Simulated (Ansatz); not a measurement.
Consider Zr2Si5O4 (interface cell).

Input file:

```
crystal:
  lattice:
    - [5.4700937548, 0.0, 0.0]
    - [0.0, 5.4700937548, 0.0]
    - [0.0, 0.0, 25.3103192551]
  atoms:
    - { symbol: Si, position: [0.25, 0.25, 0.0197547884] }
    - { symbol: Si, position: [-0.25, 0.75, 0.0197547884] }
    - { symbol: Si, position: [-0.5, 0.5, 0.0737850605] }
    - { symbol: Si, position: [0.0, 0.0, 0.0737850605] }
    - { symbol: Si, position: [-0.25, 0.25, 0.1278153327] }
    - { symbol: Si, position: [-0.75, 0.75, 0.1278153327] }
    - { symbol: Si, position: [-1.0, 0.5, 0.1818456049] }
    - { symbol: Si, position: [-0.5, 0.0, 0.1818456049] }
    - { symbol: Si, position: [-0.75, 0.25, 0.2358758771] }
    - { symbol: Si, position: [-1.25, 0.75, 0.2358758771] }
    - { symbol: Si, position: [-1.5, 0.5, 0.2899061493] }
    - { symbol: Si, position: [-1.0, 0.0, 0.2899061493] }
    - { symbol: Si, position: [-1.25, 0.25, 0.3439364215] }
    - { symbol: Si, position: [-1.75, 0.75, 0.3439364215] }
    - { symbol: Si, position: [-2.0, 0.5, 0.3979666937] }
    - { symbol: Si, position: [-1.5, 0.0, 0.3979666937] }
    - { symbol: Si, position: [-1.75, 0.25, 0.4519969659] }
    - { symbol: Si, position: [-2.25, 0.75, 0.4519969659] }
    - { symbol: Si, position: [-2.5, 0.5, 0.5060272381] }
    - { symbol: Si, position: [-2.0, 0.0, 0.5060272381] }
    - { symbol: O, position: [-2.0, 0.0, 0.5783297635] }
    - { symbol: O, position: [-1.8352099785, -0.5, 0.5783297635] }
    - { symbol: Zr, position: [-1.7197007004, -0.1669977637, 0.6199913727] }
    - { symbol: Zr, position: [-2.1155092781, -0.6669977637, 0.6199913727] }
    - { symbol: O, position: [-1.4053091161, -0.44303061, 0.6547480134] }
    - { symbol: O, position: [-1.4299008624, 0.05696939, 0.6547480134] }
    - { symbol: O, position: [-1.9053091161, -0.8909565355, 0.6735625704] }
    - { symbol: O, position: [-1.9299008624, -0.3909565355, 0.6735625704] }
    - { symbol: Zr, position: [-1.2197007004, -0.1669893818, 0.7083192111] }
    - { symbol: Zr, position: [-1.6155092781, -0.6669893818, 0.7083192111] }
    - { symbol: O, position: [-1.5, -0.3339871455, 0.7499808203] }
    - { symbol: O, position: [-1.3352099785, -0.8339871455, 0.7499808203] }
    - { symbol: O, position: [-2.0, -0.1567953209, 0.7758012061] }
    - { symbol: O, position: [-1.8352099785, -0.6567953209, 0.7758012061] }
    - { symbol: Zr, position: [-1.7197007004, -0.3237930846, 0.8174628153] }
    - { symbol: Zr, position: [-2.1155092781, -0.8237930846, 0.8174628153] }
    - { symbol: O, position: [-1.4053091161, -0.5998259309, 0.8522194561] }
    - { symbol: O, position: [-1.4299008624, -0.0998259309, 0.8522194561] }
    - { symbol: O, position: [-1.9053091161, -1.0477518564, 0.8710340131] }
    - { symbol: O, position: [-1.9299008624, -0.5477518564, 0.8710340131] }
    - { symbol: Zr, position: [-1.2197007004, -0.3237847027, 0.9057906538] }
    - { symbol: Zr, position: [-1.6155092781, -0.8237847027, 0.9057906538] }
    - { symbol: O, position: [-1.5, -0.4907824665, 0.947452263] }
    - { symbol: O, position: [-1.3352099785, -0.9907824665, 0.947452263] }
basis:
  ecutwfc: 420
kpoints:
  mp_grid: { grid: [5, 5, 1] }
hamiltonian:
  xc: pbe
scf:
  occupations: { method: gaussian, width: 0.05 }
output:
  forces: true
  stress: true
  eigenvalues: true
  populations: true
  write_density: true
  write_potential: true
  elf: true
  volumetric_format: npy
relax:
  adjacent_minimum: "off"
  f_tol: 0.02
  max_steps: 70
  cell: { fix: [a, b, gamma, alpha, beta], stress_tol: 0.15 }
```

Launched as:

```sh
ansatz run input.yaml --threads 8 --pin off --max-ram 20480MiB --backend cpu --events-out ev --progress --plain --runs-dir out
```

The fields are those of the relaxed geometry.

Computed pressure about −3 GPa in this cell.

Method: Ansatz, DFT PBE, scalar-relativistic, plane waves, PAW.

Question: Predict the valence pseudo-density and electron localisation function between the atoms.

Answer: Si–O (1.75 Å): ρ at the midpoint is about 0.94 e/Å³; the ELF peaks at about 0.85 between the atoms.
Si–Si (2.35 Å): the density is about 0.56 e/Å³ at the midpoint; the ELF peaks at about 0.95 between the atoms; a covalent bond.

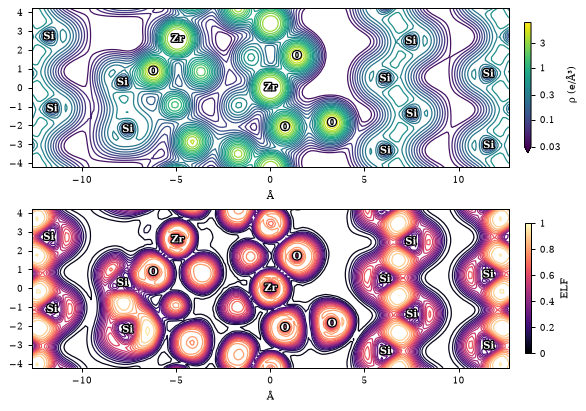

Computed valence pseudo-density and electron localisation function on the (110) plane of the calculation cell, in this order. Atoms just off the plane (Zr, 0.4 Å away and O, 0.4 Å away) can leave unmarked features too.

The density is the valence pseudo-density of a PAW calculation; it isn't the true density close to the nuclei.
